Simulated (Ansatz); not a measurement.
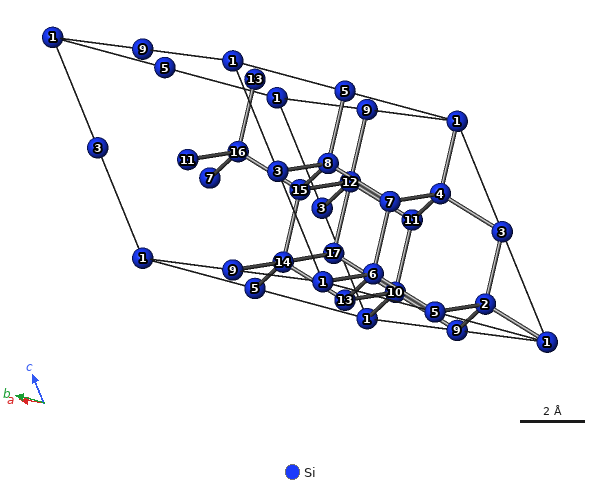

Fig. 1: The structure as given in the input (ball-and-stick view of the cell of the calculation, seen at an oblique angle; atoms are numbered from 1 in the order of the input).

# Geometry relaxation of Si

The run: geometry relaxation of Si (defect cell, 17 atoms in the cell). Method and program: DFT PBEsol, scalar-relativistic, plane waves, PAW, no spin polarisation (Ansatz 0.2.0).

It belongs to a series of runs on one base structure; here: end point A relaxed. Figures and captions count atoms from 1; the log counts them from 0 in places.

### The input
```yaml
crystal:
  lattice:
    - [0.0, 5.43, 5.43]
    - [5.43, 0.0, 5.43]
    - [5.43, 5.43, 0.0]
  atoms:
    - { symbol: Si, position: [0.0, 0.0, 0.0] }
    - { symbol: Si, position: [0.125, 0.125, 0.125] }
    - { symbol: Si, position: [0.0, 0.0, 0.5] }
    - { symbol: Si, position: [0.125, 0.125, 0.625] }
    - { symbol: Si, position: [0.0, 0.5, 0.0] }
    - { symbol: Si, position: [0.125, 0.625, 0.125] }
    - { symbol: Si, position: [0.0, 0.5, 0.5] }
    - { symbol: Si, position: [0.125, 0.625, 0.625] }
    - { symbol: Si, position: [0.5, 0.0, 0.0] }
    - { symbol: Si, position: [0.625, 0.125, 0.125] }
    - { symbol: Si, position: [0.5, 0.0, 0.5] }
    - { symbol: Si, position: [0.625, 0.125, 0.625] }
    - { symbol: Si, position: [0.5, 0.5, 0.0] }
    - { symbol: Si, position: [0.625, 0.625, 0.125] }
    - { symbol: Si, position: [0.5, 0.5, 0.5] }
    - { symbol: Si, position: [0.625, 0.625, 0.625] }
    - { symbol: Si, position: [0.7420102, 0.2547497, 0.2532842] }
basis:
  ecutwfc: 420.0
kpoints:
  mp_grid: { grid: [2, 2, 2] }
hamiltonian:
  xc: pbesol
scf:
  occupations: { method: gaussian, width: 0.05 }
  lower_state_search: "off"
relax:
  f_tol: 0.03
  max_steps: 60
  adjacent_minimum: "off"
```

Machine: 1 thread of AMD EPYC (Zen 5), 64 GiB of memory available, shared host.

Command:
```bash
ansatz run input.yaml --threads 1 --pin off --max-ram 3072MiB --backend cpu --events-out ev --progress --plain --runs-dir out
```

### Log
```
Engine: ansatz 0.2.0, x86_64-unknown-linux-gnu
Pseudopotentials: kind: paw
Pseudopotential: Si, paw, valence charge 4, recommended cutoff 420 eV (normal), Si.paw.azcp
Functional definition: PBEsol
  exchange = pbesol_x
  correlation = pbesol_c
Crystal: 17 atoms, lattice volume = 320.206 Å³
Basis set: ecut = 420 eV, 6231 PW (Γ), exchange–correlation on 108×108×108 points (8 copies of the dense FFT grid, shifted against one another)
Bands: 51, of which v1, the nominal top of the filled ones, is band 34 counted from 1 (33 counted from 0)
Symmetry: 1 space group operations
Space group: P1 (ITA 1), of the structure as read, at distance tolerance 6.8e-5 Å
k-points: 8
Non-local potential: Si, projectors of the file, l = 0: 2, l = 1: 2, l = 2: 2
PAW form: soft (Blöchl's): semilocal exchange-correlation on the pseudo side does not see the compensation charge
PAW frozen core: Si, regenerated for the run's functional, and the local potential with it (the file was generated under x = pbe(κ = 0.804, μ = 0.2195149727645171), c = pbe(β = 0.06672455060314922))
PAW one-centre angular grid: Si, 110 points (default); XC on 64 Gauss nodes
Initial density: superposition of atomic densities (neutral atoms: chi_scale 0, normalization atom), corrected by the library's trained network
Initial wavefunctions: pseudopotential atomic-orbital guess
Functional: x = pbesol(κ = 0.804, μ = 0.12345679012345678), c = pbesol(β = 0.046)
SCF iter   1: F=—  HF=-10561.483661 eV  |F-HF|=—  |Δ(HF+E_count)|=         —  Δρ=2.84e-3  dr2=3.63e-2  ethr=1.77e-3  ⟨swp⟩=8.4  Hψ=2214  notcnv=0  defer=20
preconditioner: auto → Resta (q_TF=auto, 2.107 Å⁻¹)  ε∞=5.6  [insulator: Δε(μ)=0.165 eV  Ē_g=7.956 eV  σ=0.050 eV  W_gap=0.66  n_scr=58 (ndim 8)  ℏωp=17.1 eV  f_vac=0.000  D(μ)=7.71/eV (n_scr^D=58)  ε∞_Penn≈5.6]
SCF iter   2: F=—  HF=-10561.479740 eV  |F-HF|=—  |Δ(HF+E_count)|=   3.92e-3  Δρ=1.62e-3  dr2=1.04e-2  ethr=5.33e-5  ⟨swp⟩=1.0  Hψ=472  notcnv=0  defer=28
SCF iter   3: F=—  HF=-10561.478734 eV  |F-HF|=—  |Δ(HF+E_count)|=   1.01e-3  Δρ=3.97e-4  dr2=2.08e-3  ethr=1.53e-5  ⟨swp⟩=2.5  Hψ=576  notcnv=0  defer=28
SCF iter   4: F=—  HF=-10561.478496 eV  |F-HF|=—  |Δ(HF+E_count)|=   2.38e-4  Δρ=1.46e-4  dr2=1.60e-4  ethr=3.06e-6  ⟨swp⟩=2.0  Hψ=467  notcnv=0  defer=28
iter 5 did not close the SCF: its close was put off for the readings that it lacked (scf_convergence_deferred on its scf_iter line)
SCF iter   5: F=-10561.478518 eV  HF=-10561.478517 eV  |F-HF|=8.21e-7  |Δ(HF+E_count)|=   2.15e-5  Δρ=3.65e-5  dr2=5.83e-6  ethr=2.36e-7  ⟨swp⟩=2.4  Hψ=521  notcnv=0  defer=28
SCF iter   6: F=-10561.478519 eV  HF=-10561.478520 eV  |F-HF|=3.91e-7  |Δ(HF+E_count)|=   2.55e-6  Δρ=7.73e-6  dr2=6.16e-7  ethr=8.58e-9  ⟨swp⟩=2.4  Hψ=1192  notcnv=0
SCF 1 converged in 6 iterations: F = -10561.478519 eV  dr2 = 6.16e-7
  greatest PAW one-centre occupation: 0.719 electrons in one spin orbital (limit 2), on the Si atom at site 16 (counted from 0), in its partial waves of l = 0
relax step   1: F+E_penalty+E_count = -10561.47851944 eV  Δ(F+E_penalty+E_count) = +0.000e0 eV  max|allowed force component| = 6.405e-1 eV/Å  Δτ_max = 0.0000 Å  (6 SCF iters, dr2 threshold 2.25e-5 eV, accepted)
Initial density: handed on by an earlier stage of this run
Initial wavefunctions: those handed on with the density
iter 1 solved again at ethr=6.47e-5 eV; its pass at ethr=3.10e-3 eV (dr2=4.40e-2 eV) is discarded
SCF iter   1: F=—  HF=-10561.600526 eV  |F-HF|=—  |Δ(HF+E_count)|=         —  Δρ=2.09e-3  dr2=4.84e-2  ethr=6.47e-5  ⟨swp⟩=1.9  Hψ=1112  notcnv=0  defer=77
preconditioner: auto → Resta (q_TF=auto, 2.107 Å⁻¹)  ε∞=5.6  [insulator: Δε(μ)=0.228 eV  Ē_g=7.951 eV  σ=0.050 eV  W_gap=0.68  n_scr=58 (ndim 8)  ℏωp=17.1 eV  f_vac=0.000  D(μ)=8.47/eV (n_scr^D=58)  ε∞_Penn≈5.6]
SCF iter   2: F=—  HF=-10561.591429 eV  |F-HF|=—  |Δ(HF+E_count)|=   9.10e-3  Δρ=8.11e-4  dr2=2.54e-3  ethr=6.47e-5  ⟨swp⟩=2.0  Hψ=479  notcnv=0  defer=77
SCF iter   3: F=—  HF=-10561.591017 eV  |F-HF|=—  |Δ(HF+E_count)|=   4.12e-4  Δρ=3.01e-4  dr2=2.38e-4  ethr=3.74e-6  ⟨swp⟩=2.6  Hψ=504  notcnv=0  defer=77
SCF iter   4: F=-10561.590986 eV  HF=-10561.590988 eV  |F-HF|=1.20e-6  |Δ(HF+E_count)|=   2.94e-5  Δρ=3.34e-5  dr2=5.44e-6  ethr=3.77e-8  ⟨swp⟩=3.0  Hψ=1409  notcnv=0
SCF 2 converged in 4 iterations: F = -10561.590986 eV  dr2 = 5.44e-6
relax step   2: F+E_penalty+E_count = -10561.59098633 eV  Δ(F+E_penalty+E_count) = -1.125e-1 eV  max|allowed force component| = 2.171e-1 eV/Å  Δτ_max = 0.0309 Å  (4 SCF iters, dr2 threshold 2.56e-5 eV, accepted)
SCF iter   1: F=—  HF=-10561.610951 eV  |F-HF|=—  |Δ(HF+E_count)|=         —  Δρ=1.39e-3  dr2=2.07e-2  ethr=2.80e-4  ⟨swp⟩=3.0  Hψ=951  notcnv=0  defer=77
preconditioner: auto → Resta (q_TF=auto, 2.107 Å⁻¹)  ε∞=5.6  [insulator: Δε(μ)=0.245 eV  Ē_g=7.949 eV  σ=0.050 eV  W_gap=0.72  n_scr=58 (ndim 8)  ℏωp=17.1 eV  f_vac=0.000  D(μ)=9.28/eV (n_scr^D=58)  ε∞_Penn≈5.6]
SCF iter   2: F=—  HF=-10561.607029 eV  |F-HF|=—  |Δ(HF+E_count)|=   3.92e-3  Δρ=5.25e-4  dr2=9.56e-4  ethr=3.04e-5  ⟨swp⟩=2.0  Hψ=513  notcnv=0  defer=77
SCF iter   3: F=—  HF=-10561.606842 eV  |F-HF|=—  |Δ(HF+E_count)|=   1.87e-4  Δρ=1.97e-4  dr2=8.65e-5  ethr=1.41e-6  ⟨swp⟩=2.4  Hψ=518  notcnv=0  defer=77
SCF iter   4: F=-10561.606830 eV  HF=-10561.606830 eV  |F-HF|=4.41e-8  |Δ(HF+E_count)|=   1.18e-5  Δρ=2.04e-5  dr2=1.28e-6  ethr=4.33e-9  ⟨swp⟩=3.1  Hψ=1569  notcnv=0
SCF 3 converged in 4 iterations: F = -10561.606830 eV  dr2 = 1.28e-6
  greatest PAW one-centre occupation: 0.720 electrons in one spin orbital (limit 2), on the Si atom at site 16 (counted from 0), in its partial waves of l = 0
relax step   3: F+E_penalty+E_count = -10561.60683017 eV  Δ(F+E_penalty+E_count) = -1.584e-2 eV  max|allowed force component| = 2.397e-2 eV/Å  Δτ_max = 0.0321 Å  (4 SCF iters, dr2 threshold 2.95e-6 eV, accepted)
iter 1 solved again at ethr=1.88e-9 eV; its pass at ethr=3.10e-3 eV (dr2=1.28e-6 eV) is discarded
SCF iter   1: F=—  HF=-10561.606800 eV  |F-HF|=—  |Δ(HF+E_count)|=         —  Δρ=2.05e-5  dr2=1.28e-6  ethr=1.88e-9  ⟨swp⟩=1.0  Hψ=1008  notcnv=0  defer=77
preconditioner: auto → Resta (q_TF=auto, 2.107 Å⁻¹)  ε∞=5.6  [insulator: Δε(μ)=0.243 eV  Ē_g=7.949 eV  σ=0.050 eV  W_gap=0.71  n_scr=58 (ndim 8)  ℏωp=17.1 eV  f_vac=0.000  D(μ)=9.00/eV (n_scr^D=58)  ε∞_Penn≈5.6]
SCF iter   2: F=—  HF=-10561.606830 eV  |F-HF|=—  |Δ(HF+E_count)|=   2.99e-5  Δρ=1.23e-5  dr2=4.93e-7  ethr=1.88e-9  ⟨swp⟩=1.0  Hψ=331  notcnv=0  defer=77
SCF iter   3: F=-10561.606830 eV  HF=-10561.606830 eV  |F-HF|=3.07e-10  |Δ(HF+E_count)|=   5.20e-8  Δρ=1.29e-6  dr2=9.22e-9  ethr=1.47e-10  ⟨swp⟩=2.5  Hψ=1333  notcnv=0
SCF 4 converged in 3 iterations: F = -10561.606830 eV  dr2 = 9.22e-9
relax step   4: F+E_penalty+E_count = -10561.60683029 eV  Δ(F+E_penalty+E_count) = -1.203e-7 eV  max|allowed force component| = 2.400e-2 eV/Å  Δτ_max = 0.0000 Å  (3 SCF iters, accepted)
```

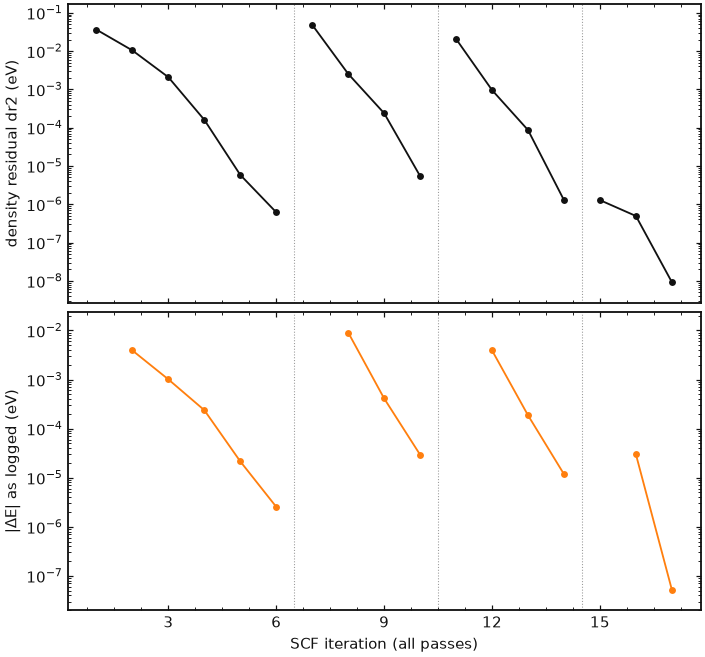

Fig. 2: Convergence of the self-consistent field: density residual dr2 and size of the energy change against the SCF iteration. The dotted lines part the SCF passes of the relaxation: geometry steps, rejected trials and re-solves on a re-selected basis. The passes take 6, 4, 4 and 3 iterations.

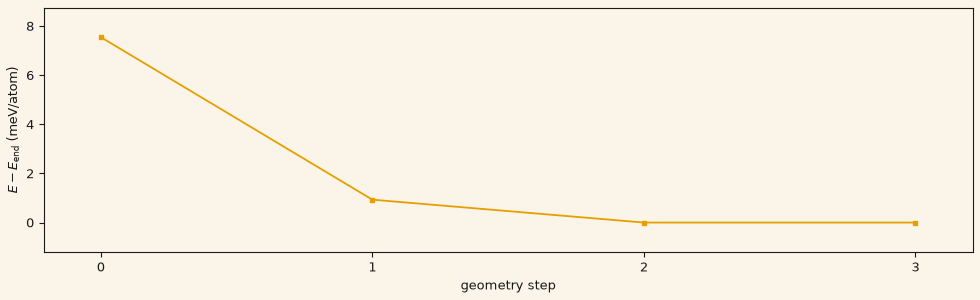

Fig. 3: Progress of the relaxation, step by step (the first geometry is step 0 here and step 1 in the log).

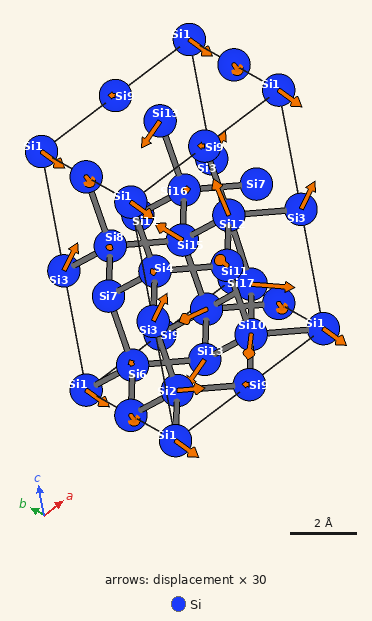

Fig. 4: The starting structure with the displacements as orange arrows, magnified 30 times (ball-and-stick view of the cell of the calculation, seen slightly off an axis). After 3 geometry steps the energy has fallen by 7.5 meV per atom. The largest force component goes from 0.64 to 0.024 eV/Å. The largest move is that of Si17, 0.045 Å. The cell stays as it was. Among the contacts that change: Si14–Si17 2.322 → 2.391 Å, Si12–Si17 2.331 → 2.391 Å, Si2–Si9 2.351 → 2.312 Å, Si10–Si17 2.352 → 2.391 Å. (Atoms are counted from 1 in the order of the input.)

```
SCF converged after 3 iterations
Free energy (F): -10561.606830 eV
Harris-Foulkes:  -10561.606830 eV  (|F-HF|=3.07e-10)
Internal energy: -10561.595582 eV  (E = F + TS)
E sigma→0 (E₀):  -10561.601206 eV
Entropy (-TS):   -0.011249 eV (-0.662 meV/atom)
Fermi energy:    7.211321 eV
--- Per-component energies (eV) ---
  E_band       = 109.584243
  E_kinetic    = 699.416804
  E_local      = -454.668914  (includes V_loc(G=0)·N_el)
  E_nonlocal   = 443.779809
  E_hartree    = 133.338793
  E_xc         = -935.898643
  E_vxc        = -804.229931  (∫ρ·V_xc dr)
  E_paw        = -8481.492268  (= ΣΔE_a)
  E_vpaw       = -41.391246  (= ΣTr[D̂ρ^β])
  E_aug_tail   = 0.000102  (compensation charges beyond the density's cutoff)
  E_ewald      = -1966.607794
  E_core_change = 0.536531  (= ΣΔE_core)
  E_smearing   = -0.011249  (= −TS)
  E_closure    = -0.000000  (closes the sum)
  Σ components = -10561.606830   (vs F -10561.606830, Δ=0.00e0)
--- Forces (eV/Å), atoms counted from 1 ---
  atom   1  Si     0.02327935     0.00142862     0.00178362
  atom   2  Si    -0.01404125     0.01475489     0.01528192
  atom   3  Si    -0.00228809    -0.01839241     0.00360213
  atom   4  Si     0.01937300    -0.02147017     0.02400204
  atom   5  Si    -0.00317132     0.00413421    -0.01687411
  atom   6  Si     0.01890703     0.02358405    -0.02174835
  atom   7  Si     0.00169402    -0.00089896    -0.00056450
  atom   8  Si    -0.02218227    -0.02004204    -0.02078641
  atom   9  Si     0.00335802    -0.00192950    -0.00120941
  atom  10  Si    -0.00423049    -0.00703137    -0.00611053
  atom  11  Si     0.00069935    -0.00363138     0.01180991
  atom  12  Si     0.00600042     0.00223875    -0.00311147
  atom  13  Si    -0.00025127     0.01219136    -0.00424973
  atom  14  Si     0.00485821    -0.00291727     0.00183128
  atom  15  Si    -0.01422009    -0.00073618    -0.00232926
  atom  16  Si    -0.01951693     0.01992602     0.01986002
  atom  17  Si     0.00173838    -0.00121226    -0.00118936
  max |Σ_I F_I| component: 6.09e-6 eV/Å
--- Relaxed structure (4 steps of the walk, 4 accepted, 0 SCFs on fresh bases) ---
  F+E_penalty+E_count = -10561.60683029 eV   max|allowed force component| = 2.400e-2 eV/Å
  atoms:
    - { symbol: Si, position: [0.0026480794023687427, -0.002977253219117025, -0.00301951485109302] }
    - { symbol: Si, position: [0.13000991295995856, 0.12339775510866748, 0.12334164032772932] }
    - { symbol: Si, position: [0.002490311855738684, -0.0029288144388453915, 0.5034887581457512] }
    - { symbol: Si, position: [0.12444696618739798, 0.12616364502086658, 0.62473384996049] }
    - { symbol: Si, position: [0.0024377322813133318, 0.5035678211407522, -0.0029632857610857877] }
    - { symbol: Si, position: [0.1244128162164927, 0.6247806829593737, 0.12615475314060687] }
    - { symbol: Si, position: [7.902620160832319e-5, 0.499982592114432, 0.49997160805560675] }
    - { symbol: Si, position: [0.12431219120371029, 0.6247924192814347, 0.6247415915371817] }
    - { symbol: Si, position: [0.4987340469599052, 0.0006736844207911041, 0.0005087924917008824] }
    - { symbol: Si, position: [0.6225361509114866, 0.12307493940636965, 0.12297474085930066] }
    - { symbol: Si, position: [0.49679977499479244, -0.003000910251965444, 0.5032489396640272] }
    - { symbol: Si, position: [0.6223589543869339, 0.12306951532380672, 0.6318584542713097] }
    - { symbol: Si, position: [0.4967611109654325, 0.503374964447373, -0.0030835443649781524] }
    - { symbol: Si, position: [0.6223021201736993, 0.6320320913969524, 0.12296127155710113] }
    - { symbol: Si, position: [0.49663769559386917, 0.5033906913382893, 0.5032599371989847] }
    - { symbol: Si, position: [0.6262825801580537, 0.6246920939481694, 0.6246092362145144] }
    - { symbol: Si, position: [0.7487607295472392, 0.2506637820026504, 0.25049697155285305] }
```

### Trajectory as extended XYZ (Å, eV, eV/Å), 4 frames, from step=1 to step=4
```
17
Lattice="0.0000 5.4300 5.4300 5.4300 0.0000 5.4300 5.4300 5.4300 0.0000" Properties=species:S:1:pos:R:3:forces:R:3 step=1 energy=-10561.47852
Si    0.0000    0.0000    0.0000   -0.4215   0.0232   0.0240
Si    1.3575    1.3575    1.3575   -0.3278   0.3112   0.3037
Si    2.7150    2.7150    0.0000   -0.0328   0.4487   0.0355
Si    4.0725    4.0725    1.3575    0.0781  -0.0678   0.0439
Si    2.7150    0.0000    2.7150   -0.0381   0.0399   0.4612
Si    4.0725    1.3575    4.0725    0.0837   0.0447  -0.0687
Si    5.4300    2.7150    2.7150   -0.0023   0.0015   0.0011
Si    6.7875    4.0725    4.0725   -0.0467  -0.0858  -0.0811
Si    0.0000    2.7150    2.7150    0.0711  -0.0419  -0.0293
Si    1.3575    4.0725    4.0725   -0.5244  -0.4491  -0.4584
Si    2.7150    5.4300    2.7150   -0.0068  -0.0145  -0.5214
Si    4.0725    6.7875    4.0725    0.5208   0.6032  -0.5533
Si    2.7150    2.7150    5.4300   -0.0121  -0.5360  -0.0190
Si    4.0725    4.0725    6.7875    0.5653  -0.5885   0.6405
Si    5.4300    5.4300    5.4300    0.5711   0.0025  -0.0074
Si    6.7875    6.7875    6.7875   -0.0760   0.0864   0.0910
Si    2.7586    5.4044    5.4124   -0.4016   0.2224   0.1376
17
Lattice="0.0000 5.4300 5.4300 5.4300 0.0000 5.4300 5.4300 5.4300 0.0000" Properties=species:S:1:pos:R:3:forces:R:3 step=2 energy=-10561.59099
Si   -0.0216    0.0007    0.0007   -0.1260  -0.0014  -0.0018
Si    1.3469    1.3673    1.3669   -0.0845   0.0852   0.0854
Si    2.7139    2.7376    0.0011    0.0013   0.1331  -0.0027
Si    4.0797    4.0662    1.3622   -0.0384   0.0343  -0.0242
Si    2.7137    0.0013    2.7380    0.0016  -0.0026   0.1366
Si    4.0802    1.3624    4.0660   -0.0400  -0.0240   0.0341
Si    5.4279    2.7163    2.7159    0.0017  -0.0011  -0.0008
Si    6.7819    4.0644    4.0648    0.0235   0.0395   0.0377
Si    0.0098    2.7092    2.7109   -0.0049   0.0033   0.0028
Si    1.3403    4.0590    4.0584   -0.1611  -0.1605  -0.1610
Si    2.7146    5.4297    2.6910   -0.0017   0.0024  -0.1543
Si    4.0873    6.8066    4.0558    0.1959   0.1994  -0.1984
Si    2.7144    2.6909    5.4295   -0.0013  -0.1591   0.0023
Si    4.0885    4.0552    6.8074    0.2133  -0.2153   0.2171
Si    5.4543    5.4302    5.4299    0.1709   0.0012   0.0014
Si    6.7790    6.7965    6.7968    0.0325  -0.0365  -0.0383
Si    2.7478    5.4109    5.4169   -0.1831   0.1020   0.0641
17
Lattice="0.0000 5.4300 5.4300 5.4300 0.0000 5.4300 5.4300 5.4300 0.0000" Properties=species:S:1:pos:R:3:forces:R:3 step=3 energy=-10561.60683
Si   -0.0326   -0.0020   -0.0018    0.0233   0.0014   0.0018
Si    1.3398    1.3757    1.3760   -0.0141   0.0148   0.0153
Si    2.7180    2.7475   -0.0024   -0.0022  -0.0184   0.0036
Si    4.0774    4.0681    1.3608    0.0194  -0.0215   0.0240
Si    2.7183   -0.0029    2.7476   -0.0031   0.0041  -0.0169
Si    4.0776    1.3606    4.0681    0.0189   0.0236  -0.0217
Si    5.4298    2.7153    2.7153    0.0017  -0.0009  -0.0006
Si    6.7850    4.0674    4.0676   -0.0221  -0.0201  -0.0208
Si    0.0064    2.7109    2.7118    0.0034  -0.0020  -0.0012
Si    1.3360    4.0481    4.0487   -0.0042  -0.0070  -0.0061
Si    2.7163    5.4303    2.6813    0.0007  -0.0036   0.0118
Si    4.0993    6.8104    4.0477    0.0059   0.0022  -0.0030
Si    2.7166    2.6807    5.4307   -0.0002   0.0122  -0.0042
Si    4.0996    4.0468    6.8110    0.0048  -0.0028   0.0017
Si    5.4661    5.4294    5.4302   -0.0142  -0.0007  -0.0023
Si    6.7837    6.7923    6.7928   -0.0195   0.0199   0.0199
Si    2.7213    5.4260    5.4269    0.0018  -0.0012  -0.0012
17
Lattice="0.0000 5.4300 5.4300 5.4300 0.0000 5.4300 5.4300 5.4300 0.0000" Properties=species:S:1:pos:R:3:forces:R:3 step=4 energy=-10561.60683
Si   -0.0326   -0.0020   -0.0018    0.0233   0.0014   0.0018
Si    1.3398    1.3757    1.3760   -0.0140   0.0148   0.0153
Si    2.7180    2.7475   -0.0024   -0.0023  -0.0184   0.0036
Si    4.0774    4.0681    1.3608    0.0194  -0.0215   0.0240
Si    2.7183   -0.0029    2.7476   -0.0032   0.0041  -0.0169
Si    4.0776    1.3606    4.0681    0.0189   0.0236  -0.0217
Si    5.4298    2.7153    2.7153    0.0017  -0.0009  -0.0006
Si    6.7850    4.0674    4.0676   -0.0222  -0.0200  -0.0208
Si    0.0064    2.7109    2.7118    0.0034  -0.0019  -0.0012
Si    1.3360    4.0481    4.0487   -0.0042  -0.0070  -0.0061
Si    2.7163    5.4303    2.6813    0.0007  -0.0036   0.0118
Si    4.0993    6.8104    4.0477    0.0060   0.0022  -0.0031
Si    2.7166    2.6807    5.4307   -0.0003   0.0122  -0.0043
Si    4.0996    4.0468    6.8110    0.0049  -0.0029   0.0018
Si    5.4661    5.4294    5.4302   -0.0142  -0.0007  -0.0023
Si    6.7837    6.7923    6.7928   -0.0195   0.0199   0.0199
Si    2.7213    5.4260    5.4269    0.0017  -0.0012  -0.0012
```

### Summary

| quantity | value |
| --- | --- |
| outcome | converged |
| electrons treated | 68 |
| free energy | −10561.6068 eV |
| Fermi energy | 7.211 eV |
| final volume | 320.21 Å³ |
| largest force (length of the vector) at the end | 0.038 eV/Å |
| wall time | 8.3 s |
| peak memory | 0.58 GiB |

The k-point mesh is coarse for a cell of this size, so the results may not be converged.
